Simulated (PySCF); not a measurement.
G0W0 calculation of SnSe

System: SnSe (Fm-3m, 2 atoms in the cell).
Method: Kohn-Sham DFT of a periodic cell in Gaussian orbitals, PBE0, DZVP-MOLOPT-HYB/GTH-HYB (UZH), G0W0, no spin polarisation (PySCF 2.14.0).

The structure derives from an entry of the Crystallography Open Database.

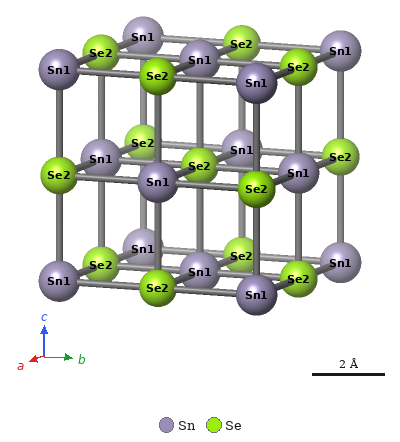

*The structure as given in the input (ball-and-stick view of the cell 4 times as large as that of the calculation, set on its symmetry axes, seen slightly off an axis; atoms are numbered from 1 in the order of the input). An atom can appear more than once, as a periodic image.*

Near neighbours in the periodic cell (some may lie outside the picture): Sn has 6 Se at 3.01 Å; Se has 6 Sn at 3.01 Å.

Key numbers:

- outcome: converged
- space group (tolerance 0.01 Å): Fm-3m (225)
- electrons treated: 10
- free energy: −352.4411 eV
- total energy: −352.4411 eV
- quasiparticle gap: 1.46 eV
- Fermi energy: 5.082 eV
- gap on the k-point mesh: 1.99 eV
- hardware: 4 threads of Arm Neoverse V1, 24 GiB of memory available, shared host
- wall time: 90 s (CPU time 3.4 min)
- peak memory: 0.42 GiB

Notes on the run: Even tempered Gaussians are generated as DF auxbasis for  Sn Se; GW QP energies may not be sorted from min to max. Points of doubt noted for this run: coarse mesh; mesh coarse for exact exchange; small mesh and basis. So coarse a mesh can miss the band edges, so the true gap of this method can be much smaller, or zero. The k-point mesh is coarse for a cell of this size, so the results may not be converged.

Input file:
```python
import json
import numpy as np
from pyscf.pbc import gto, scf, dft, df
from pyscf.pbc.tools import pyscf_ase
from ase.spacegroup import crystal

atoms = crystal(['Sn', 'Se'], [[0.0, 0.0, 0.0], [0.5, 0.0, 0.0]],
                spacegroup=225, setting=1, cellpar=[6.02, 6.02, 6.02, 90.0, 90.0, 90.0], primitive_cell=True)  # Fm-3m: Sn 4a, Se 4b
cell = pyscf_ase.cell_from_ase(atoms)
cell.basis = {'Se': 'DZVP-MOLOPT-HYB-GTH-q6', 'Sn': 'DZVP-MOLOPT-HYB-GTH-q4'}
cell.pseudo = {'Se': 'GTH-HYB-q6', 'Sn': 'GTH-HYB-q4'}
cell.ke_cutoff = 50  # hartree
cell.exp_to_discard = 0.02
cell.precision = 1e-08
cell.max_memory = 5880  # MB
cell.verbose = 4
cell.build()

res = {}
kpts = cell.make_kpts([2, 2, 2])
mf = dft.KRKS(cell, kpts, xc='pbe0', exxdiv='ewald')
mf = mf.density_fit()
mf.with_df._cderi_to_save = 'cderi.h5'
mf.with_df.build(j_only=False)
mf.grids = dft.gen_grid.UniformGrids(cell)
mf.conv_tol = 1e-08
mf.max_cycle = 60

mf.kernel()
res.update(converged=bool(mf.converged), e_tot=mf.e_tot, nelec=cell.nelectron, nao=cell.nao, mesh=list(map(int, cell.mesh)), a=cell.lattice_vectors().tolist(), coords=cell.atom_coords().tolist(),
           mo_energy=[np.real(x).tolist() for x in mf.mo_energy], mo_occ=[np.real(x).tolist() for x in mf.mo_occ])
import h5py
print('fit functions by k pair:', sorted({v['0'].shape[0] for v in h5py.File(mf.with_df._cderi)['j3c'].values()}))
res.update(kpts=cell.get_scaled_kpts(kpts).tolist())
res['parts'] = {k: float(np.real(v)) for k, v in mf.scf_summary.items() if np.isscalar(v)}
json.dump(res, open('results.json', 'w'))
if not mf.converged:
    raise SystemExit('SCF not converged')

print('levels (eV)')
for i, kp in enumerate(res['kpts'][:40]):
    print('k %7.4f %7.4f %7.4f  ' % tuple(kp), ' '.join('%.3f' % (x * 27.211386) for x in res['mo_energy'][i][:10]))

# Mulliken populations
dm, s = np.asarray(mf.make_rdm1()), np.asarray(mf.get_ovlp())
sites = cell.aoslice_by_atom()[:, 2:]
tot = np.einsum('kij,kji->i', dm, s).real / len(kpts)
res['mulliken'] = [cell.atom_charge(i) - tot[a0:a1].sum() for i, (a0, a1) in enumerate(sites)]
print('Mulliken charges', np.round(res['mulliken'], 5))

from pyscf.pbc.gw.krgw_ac import KRGWAC
gw = KRGWAC(mf)
gw.fc = True
orbs = list(range(2, 8))
gw.kernel(orbs=orbs)
res['orbs'] = orbs
res['qp'] = np.asarray(gw.mo_energy).real.tolist()
res['done'] = True
json.dump(res, open('results.json', 'w'))
```

Command:
```bash
OMP_NUM_THREADS=4 python -u run.py > log
```

The program's output:
```
Discarded 0 diffused primitive functions, 0 contracted functions

PySCF version 2.14.0

[INPUT] verbose = 4
[INPUT] num. atoms = 2
[INPUT] num. electrons = 10
[INPUT] charge = 0
[INPUT] spin (= nelec alpha-beta = 2S) = 0
[INPUT] symmetry False subgroup None
[INPUT] Mole.unit = angstrom
[INPUT] Symbol           X                Y                Z      unit          X                Y                Z       unit  Magmom
[INPUT]  1 Sn     0.000000000000   0.000000000000   0.000000000000 AA    0.000000000000   0.000000000000   0.000000000000 Bohr   0.0
[INPUT]  2 Se     3.010000000000   3.010000000000   3.010000000000 AA    5.688075634941   5.688075634941   5.688075634941 Bohr   0.0

nuclear repulsion = -12.7776081483847
number of shells = 6
number of NR pGTOs = 72
number of NR cGTOs = 26
basis = {'Se': 'DZVP-MOLOPT-HYB-GTH-q6', 'Sn': 'DZVP-MOLOPT-HYB-GTH-q4'}
ecp = {}
lattice vectors  a1 [0.000000000, 5.688075635, 5.688075635]
                 a2 [5.688075635, 0.000000000, 5.688075635]
                 a3 [5.688075635, 5.688075635, 0.000000000]
dimension = 3
low_dim_ft_type = None
Cell volume = 368.066
exp_to_discard = 0.02
rcut = 31.876220693221004 (nimgs = [5 5 5])
precision = 1e-08
pseudo = {'Se': 'GTH-HYB-q6', 'Sn': 'GTH-HYB-q4'}
ke_cutoff = 50
    = [27 27 27] mesh (19683 PWs)

******** <class 'pyscf.pbc.df.df.GDF'> ********
auxbasis = None
exp_to_discard = 0.02
len(kpts) = 8
ETB for Sn: l = 0, exps = 0.11322098718468 * 2^n , n = 0..3
ETB for Sn: l = 1, exps = 0.11322098718468 * 2^n , n = 0..3
ETB for Sn: l = 2, exps = 0.11322098718468 * 2^n , n = 0..3
ETB for Sn: l = 3, exps = 0.11322098718468 * 2^n , n = 0..3
ETB for Sn: l = 4, exps = 0.11322098718468 * 2^n , n = 0..3
ETB for Se: l = 0, exps = 0.19563948588364 * 2^n , n = 0..3
ETB for Se: l = 1, exps = 0.19563948588364 * 2^n , n = 0..3
ETB for Se: l = 2, exps = 0.19563948588364 * 2^n , n = 0..3
ETB for Se: l = 3, exps = 0.19563948588364 * 2^n , n = 0..3
ETB for Se: l = 4, exps = 0.19563948588364 * 2^n , n = 0..3

WARN: Even tempered Gaussians are generated as DF auxbasis for  Sn Se

Drop 0 primitive fitting functions
make aux basis, num shells = 40, num cGTOs = 200
auxcell.rcut 18.186879837143387

******** <class 'pyscf.pbc.df.rsdf_builder._RSGDFBuilder'> ********
mesh = [11 11 11] (1331 PWs)
ke_cutoff = 7.626214718713374
omega = 0.33719022025280265
exclude_d_aux = True
exclude_dd_block = True
j2c_eig_always = False
has_long_range = True

******** <class 'pyscf.pbc.dft.krks.KRKS'> ********
method = KRKS
initial guess = minao
damping factor = 0
level_shift factor = 0
DIIS = <class 'pyscf.scf.diis.CDIIS'>
diis_start_cycle = 1
diis_space = 8
diis_damp = 0
SCF conv_tol = 1e-08
SCF conv_tol_grad = None
SCF max_cycles = 60
direct_scf = True
direct_scf_tol = 1e-13

******** PBC SCF flags ********
N kpts = 8
Exchange divergence treatment (exxdiv) = ewald
    madelung (= occupied orbital energy shift) = 0.20151200372362071
    Total energy shift due to Ewald probe charge = -1/2 * Nelec*madelung = -1.00756001862
DF object = <pyscf.pbc.df.df.GDF object>
XC functionals = pbe0
small_rho_cutoff = 0
Uniform grid, mesh = [27 27 27]
Set gradient conv threshold to 0.0001

******** <class 'pyscf.pbc.df.rsdf_builder._RSNucBuilder'> ********
mesh = [13 13 13] (2197 PWs)
ke_cutoff = 10.98174919494726
omega = 0.41966392838713656
exclude_d_aux = False
exclude_dd_block = True
j2c_eig_always = False
has_long_range = True
nelec by numeric integration = 9.999999999999957
init E= -11.8567423511619
  HOMO = 0.235801805542  LUMO = 0.26991053986  gap/eV = 0.92815
nelec by numeric integration = 9.99999999999999
cycle= 1 E= -12.8729139422625  delta_E= -1.02  |g|= 1.07  |ddm|= 11.2
  HOMO = 0.186728868836  LUMO = 0.23224522803  gap/eV = 1.23856
nelec by numeric integration = 9.999999999999979
cycle= 2 E= -12.9115189595717  delta_E= -0.0386  |g|= 0.811  |ddm|= 3.66
  HOMO = 0.187182475958  LUMO = 0.259347117683  gap/eV = 1.96370
nelec by numeric integration = 9.999999999999979
cycle= 3 E= -12.9519461871678  delta_E= -0.0404  |g|= 0.0203  |ddm|= 1.37
  HOMO = 0.186696041329  LUMO = 0.259873315865  gap/eV = 1.99126
nelec by numeric integration = 9.999999999999979
cycle= 4 E= -12.951969759412  delta_E= -2.36e-05  |g|= 0.00076  |ddm|= 0.0452
  HOMO = 0.186775264866  LUMO = 0.259939054504  gap/eV = 1.99089
nelec by numeric integration = 9.999999999999979
cycle= 5 E= -12.9519698070565  delta_E= -4.76e-08  |g|= 0.00011  |ddm|= 0.0038
  HOMO = 0.186774720974  LUMO = 0.259937820635  gap/eV = 1.99087
nelec by numeric integration = 9.999999999999979
cycle= 6 E= -12.9519698082604  delta_E= -1.2e-09  |g|= 9.73e-06  |ddm|= 0.000655
  HOMO = 0.186774604001  LUMO = 0.259937966945  gap/eV = 1.99088
nelec by numeric integration = 9.99999999999998
Extra cycle  E= -12.9519698083366  delta_E= -7.62e-11  |g|= 6.81e-06  |ddm|= 0.000262
converged SCF energy = -12.9519698083366
fit functions by k pair: [200]
levels (eV)
k  0.0000  0.0000  0.0000   -10.051 -0.432 2.711 2.711 2.711 11.062 11.062 11.062 13.729 13.729
k  0.0000  0.0000  0.5000   -8.992 -3.798 2.917 2.917 5.082 7.073 7.673 7.673 16.634 19.982
k -0.0000  0.5000  0.0000   -8.992 -3.798 2.917 2.917 5.082 7.073 7.673 7.673 16.634 19.982
k  0.0000  0.5000  0.5000   -8.761 -1.404 -0.925 1.119 1.119 10.468 12.196 12.196 12.879 17.671
k  0.5000 -0.0000 -0.0000   -8.992 -3.798 2.917 2.917 5.082 7.073 7.673 7.673 16.634 19.982
k  0.5000  0.0000  0.5000   -8.761 -1.404 -0.925 1.119 1.119 10.468 12.196 12.196 12.879 17.671
k  0.5000  0.5000  0.0000   -8.761 -1.404 -0.925 1.119 1.119 10.468 12.196 12.196 12.879 17.671
k  0.5000  0.5000  0.5000   -8.992 -3.798 2.917 2.917 5.082 7.073 7.673 7.673 16.634 19.982
Mulliken charges [ 0.37535 -0.37535]

******** <class 'pyscf.pbc.gw.krgw_ac.KRGWAC'> ********
method = KRGWAC
GW nocc = 5, nvir = 21, nkpts = 8
orbital list = [2, 3, 4, 5, 6, 7]
off-diagonal self-energy = False
GW density matrix = False
density-fitting for exchange = False
outcore for self-energy= False
finite size corrections = True
grids for finite size corrections = False
broadening parameter = 5.000e-03
number of grids = 100
analytic continuation method = pade
imaginary frequency cutoff = 5.0
Pade points = 18
Pade step ratio = 0.667
use perturbative linearized QP eqn = False
QPE max iter = 100
QPE tolerance = 1.0e-06

WARN: GW QP energies may not be sorted from min to max
```
